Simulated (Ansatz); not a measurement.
Input of the run:

```
crystal:
  lattice:
    - [2.5445877742, -2.2913432031, 0.0]
    - [2.5445877742, 2.2913432031, 0.0]
    - [0.0, 0.0, 6.1879465077]
  atoms:
    - { symbol: C, position: [0.0, 0.0, 0.0] }
    - { symbol: C, position: [0.5, 0.5, 0.5] }
    - { symbol: O, position: [0.7952566065, 0.2047433935, 0.8899688721] }
    - { symbol: O, position: [0.2047433935, 0.7952566065, 0.1100311279] }
    - { symbol: O, position: [0.7047433935, 0.2952566065, 0.3899688721] }
    - { symbol: O, position: [0.2952566065, 0.7047433935, 0.6100311279] }
kpoints:
  mp_grid: { grid: [8, 8, 4] }
  band_path:
    path:
      - [0.0, 0.0, 0.0]
      - [0.5, 0.5, 0.0]
      - [0.4527147844, 0.5472852156, 0.0]
      - [-0.4527147844, 0.4527147844, 0.0]
      - [0.0, 0.0, 0.5]
      - [-0.4527147844, 0.4527147844, 0.5]
      - [0.4527147844, 0.5472852156, 0.5]
      - [0.5, 0.5, 0.5]
      - [0.0, 0.5, 0.0]
    npoints: 1
hamiltonian:
  xc: r2scan
scf:
  occupations: { method: fixed }
  n_extra_bands: 5
output:
  forces: true
  stress: true
  eigenvalues: true
```

Command:
```bash
ansatz run input.yaml --threads 4 --pin off --max-ram 4608MiB --backend cpu --events-out ev --progress --plain --runs-dir out
```

What does the calculation give for the electronic structure?

There is a gap; over the k points computed it is 7.41 eV (indirect; the smallest direct gap is 8.13 eV). The upper group of valence states starts about 1.4 eV under the valence-band top, with a gap beneath it; it holds about 8 electrons a cell.

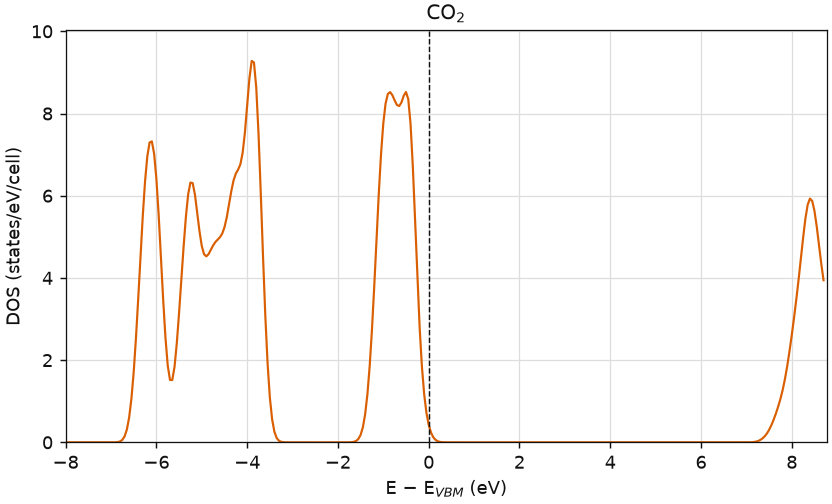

Density of states. Energies are counted from the top of the valence band. The curve is built from the levels of the k mesh with Gaussians 0.3 eV wide, which also blur the band edges.
